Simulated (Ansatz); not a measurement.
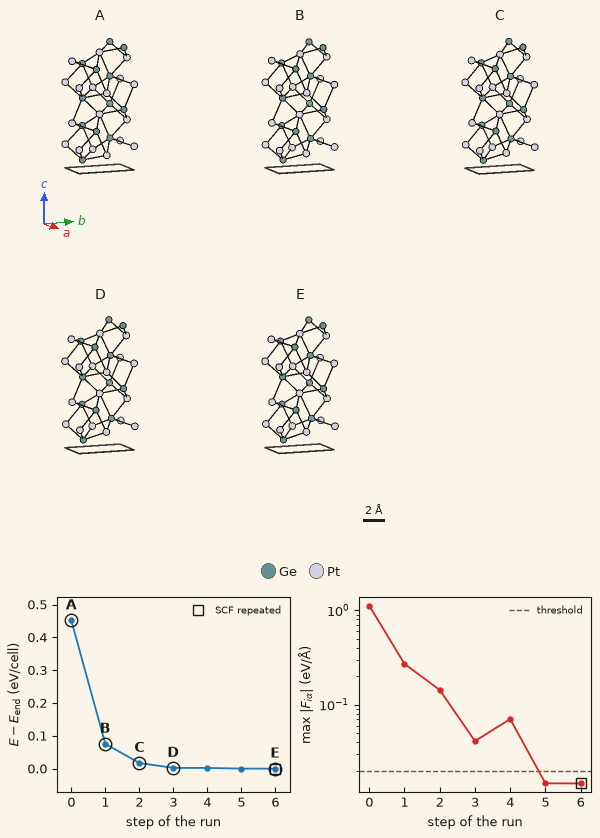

Frames of a relaxation of a slab of composition GePt (cut from the Pnma phase), marked on the history of the run. A ball-and-stick model of the cell of the calculation, outlined in the plane, without the vacuum (origin shifted), seen slightly off an axis.

The slab is the (0 0 1) face of GePt.

Level of theory: DFT PBE, scalar-relativistic, plane waves, PAW (Ansatz 0.2.0).

Input
```yaml
crystal:
  lattice:
    - [3.7445201704, 0.0, 0.0]
    - [0.0, 5.8271323179, 0.0]
    - [0.0, 0.0, 26.2978557326]
  atoms:
    - { symbol: Ge, position: [0.75, 0.686769771, 0.2851943549] }
    - { symbol: Pt, position: [0.25, 0.0017840779, 0.3100345141] }
    - { symbol: Pt, position: [0.25, 0.5017840779, 0.3368637058] }
    - { symbol: Ge, position: [0.75, 0.186769771, 0.3617038651] }
    - { symbol: Ge, position: [0.25, 0.813230229, 0.4028949482] }
    - { symbol: Pt, position: [0.75, 0.4982159221, 0.4277351075] }
    - { symbol: Pt, position: [0.75, 0.9982159221, 0.4545642992] }
    - { symbol: Ge, position: [0.25, 0.313230229, 0.4794044585] }
    - { symbol: Ge, position: [0.75, 0.686769771, 0.5205955415] }
    - { symbol: Pt, position: [0.25, 0.0017840779, 0.5454357008] }
    - { symbol: Pt, position: [0.25, 0.5017840779, 0.5722648925] }
    - { symbol: Ge, position: [0.75, 0.186769771, 0.5971050518] }
    - { symbol: Ge, position: [0.25, 0.813230229, 0.6382961349] }
    - { symbol: Pt, position: [0.75, 0.4982159221, 0.6631362942] }
    - { symbol: Pt, position: [0.75, 0.9982159221, 0.6899654859] }
    - { symbol: Ge, position: [0.25, 0.313230229, 0.7148056451] }
basis:
  ecutwfc: 420
kpoints:
  mp_grid: { grid: [9, 6, 1] }
hamiltonian:
  xc: pbe
scf:
  occupations: { method: gaussian, width: 0.1 }
output:
  forces: true
  eigenvalues: true
  write_density: true
  write_potential: true
  elf: true
  volumetric_format: npy
relax:
  adjacent_minimum: "off"
  f_tol: 0.02
  max_steps: 60
efield:
  axis: 3
  dipole_correction: true
  ramp_width: 0.04
```

Launched with:
```bash
ansatz run input.yaml --threads 8 --pin off --max-ram 15360MiB --backend cpu --events-out ev --progress --plain --runs-dir out
```

Q: What happens along the run?

A: Over 5 accepted moves (6 points after the start) the energy falls by 0.451 eV per cell of the calculation. The largest force component goes from 1.1 to 0.015 eV/Å. 1 step only repeated the SCF at the same geometry. The largest moves relative to the layer's centre, 0.24 Å, are those of Pt2, Ge4, Ge13 and Pt15. Pt15 goes at 9° to the normal (−c side). By element the largest moves are Pt 0.24 Å, Ge 0.24 Å. The cell stays as it was. Near-neighbour distances that change, for instance: Ge4–Pt7 2.678 → 2.886 Å, Ge12–Pt15 2.678 → 2.510 Å, Ge13–Pt15 2.552 → 2.469 Å, Ge13–Pt14 2.702 → 2.622 Å. Bond angles that change, for instance: Ge13–Pt15–Ge16 157.5° → 172.6°, Pt2–Ge4–Pt3 131.8° → 143.2°, Pt2–Ge4–Pt7 108.2° → 97.0°. From step 0 to 1: Pt atoms move most (0.19 Å), energy −0.376 eV per cell of the calculation. From step 1 to 2: Ge atoms move most (0.06 Å), energy −58.4 meV per cell of the calculation. From step 2 to 3: Ge atoms move most (0.08 Å), energy −15.0 meV per cell of the calculation. From step 3 to 6: Pt atoms move most (0.02 Å), energy −2.2 meV per cell of the calculation.

```tsv
step	E − E(0), meV/atom	largest force component, eV/Å	note
0	0.00	1.1211	
1	-23.49	0.2711	
2	-27.14	0.1433	
3	-28.08	0.0411	
4	-28.08	0.0704	
5	-28.22	0.0147	
6	-28.22	0.0146	same geometry, SCF repeated
```
